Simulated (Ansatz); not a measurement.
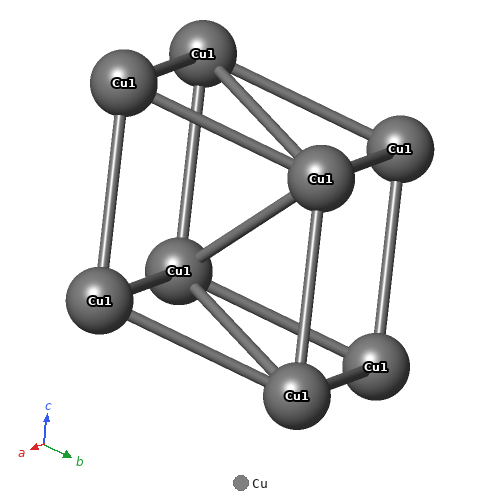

Two computed energy maps of cells of Cu. The picture above is the structure of the first map.

Map 1

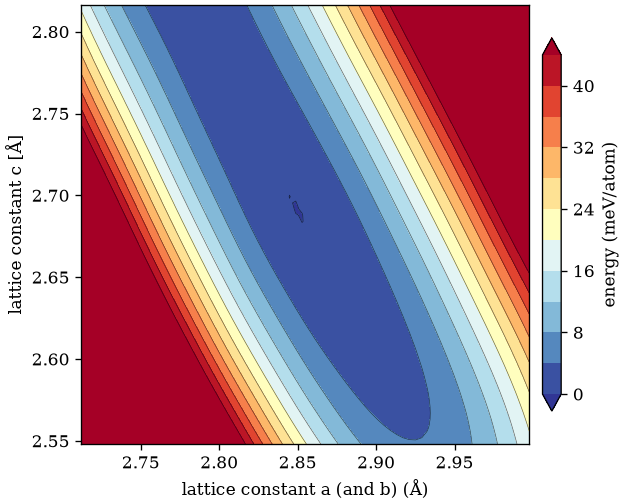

Cu (I4/mmm, No. 139; 1 atom in the cell). 
- The energy is mapped over the lattice constants a and c of the conventional cell.
- The first coordinate is: lattice constant a (and b); the second: lattice constant c.
- Nothing is relaxed (symmetry fixes all fractional coordinates).
- The scan uses a 9 × 9 grid.
- Points are written as (first, second).
- Energies are in meV/atom, from the lowest grid point.
- Computed with DFT LDA, scalar-relativistic, plane waves, PAW (Ansatz 0.2.0). Settings: cutoff 520 eV, k-mesh 22×22×22, gaussian smearing 0.15 eV, no spin polarisation.

The picture shows filled contours, one colour for all values above the top of the scale. Between grid points the surface is interpolated.

Map 2

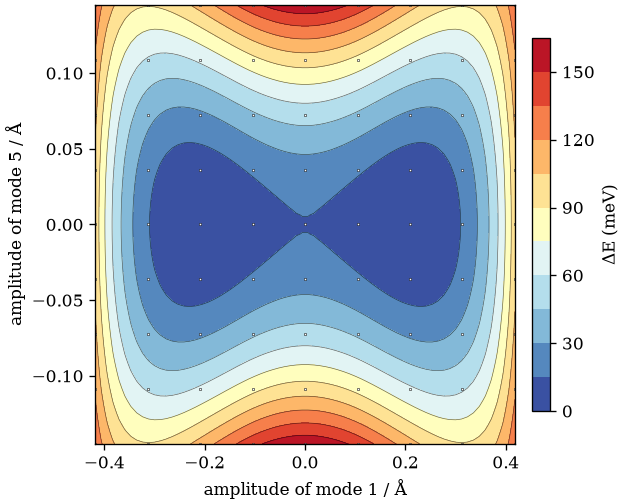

Cu (I4/mmm, No. 139; 2 atoms in the cell). The energy is mapped over two normal modes frozen in (zone-centre modes of the 2-atom cell of this scan, which folds in the wave vector (0, 0, 1/2) of the primitive cell). First axis: amplitude of mode 1 (54i cm⁻¹), largest displacement. Second axis: amplitude of mode 5 (174 cm⁻¹), largest displacement. Nothing is relaxed (the cell and all other modes fixed). The grid has 9 × 9 points; 25 points were computed and 56 follow by symmetry. Points are written as (first, second). All energies are given in meV per cell relative to the lowest grid point. Level of theory: Ansatz 0.2.0, DFT LDA, scalar-relativistic, plane waves, PAW. Settings: cutoff 520 eV, k-mesh 20×20×12 in the order of the run's cell vectors, gaussian smearing 0.15 eV, no spin polarisation.

In the figure: filled contours, dots at the grid points. Between grid points the surface is interpolated.

What does each map show?

Answer. Map 1: The lowest grid point is at (2.855 Å, 2.682 Å). The energy also falls towards the edge at (2.783 Å, 2.816 Å) (0.6 meV/atom above the lowest), where a further well may lie outside the range. The highest grid point, (2.712 Å, 2.548 Å), lies 175 meV/atom above the lowest.
Map 2: The lowest grid point is at (−0.209 Å, 0.000 Å); the map holds 2 wells of about this depth. The reference structure, at (0.000 Å, 0.000 Å), is a saddle of this map. No other kind of well shows on this grid. The highest grid point, (0.000 Å, −0.145 Å), lies 161 meV above the lowest. On the interpolated surface the easiest way out of the lowest well to a well of about the same depth near (0.209 Å, 0.000 Å) passes a barrier of about 15 meV. The reference (I4/mmm) is not the lowest structure on this map: a distortion lowers the energy (space group Cmcm at the lowest grid point).

Maps 1, 2 start from a relaxed reference structure. Do they show a way to lower its energy?

Answer. Yes. In map 2 the point (−0.209 Å, 0.000 Å) lies 15 meV below the reference. Elsewhere the reference is the lowest point.

PAW datasets: the set soft_1.
